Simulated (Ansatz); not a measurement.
System: a (100) slab cut from TaN (Fm-3m), of composition Ta$_{4}$HN$_{4}$ (not the bulk's), ended by TaN planes, 9 atoms in the cell. Starting structure of the relaxation:

```xyz
9
Lattice="3.1088 0.0000 0.0000 0.0000 3.1088 0.0000 0.0000 0.0000 25.5948" Properties=species:S:1:pos:R:3 pbc="T T T"
Ta    0.0000    0.0000    8.5000
N     1.5544    1.5544    8.5000
Ta    1.5544    1.5544   10.6983
N     0.0000    0.0000   10.6983
Ta    0.0000    0.0000   13.0174
N     1.5544    1.5544   12.8932
Ta    1.5544    1.5544   14.9782
N     0.0000    0.0000   15.3410
H     0.0000    0.0000   16.3610
```

Computed with Ansatz 0.2.0: DFT r2SCAN, scalar-relativistic, plane waves, PAW, no spin polarisation, 9×9×1 k mesh, 500 eV cutoff, Gaussian smearing of 0.1 eV.

What does the potential across the slab give for the work function?

The work function is 1.98 eV at the right face and 3.57 eV at the left. The vacuum level is 1.59 eV higher at the left than at the right, so the slab carries a dipole along its normal; the ramp in the vacuum, at or near the edge of the plot, is the dipole correction that keeps each side flat. Some atoms were held fixed in the relaxation, which can itself make the faces differ. The outermost atoms are 8.5 Å apart, which leaves 17.1 Å of vacuum in a cell 25.6 Å high.

The electron count is odd and the run has no spin polarisation, so a magnetic state may lie lower. Spin-orbit coupling is left out, which matters for Ta.

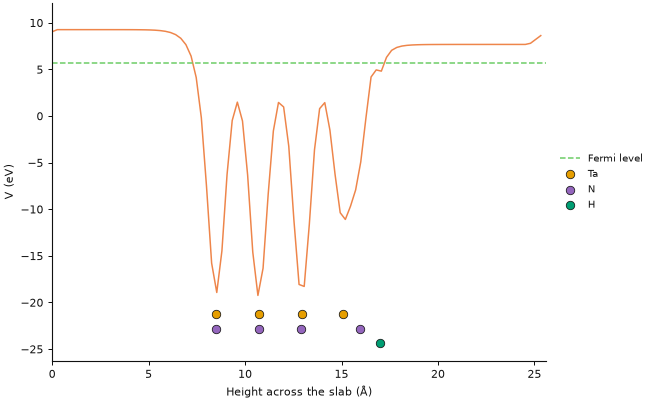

Plane-averaged electrostatic potential energy of an electron across the slab; circles at the bottom mark the heights of the atoms (positions after relaxation).
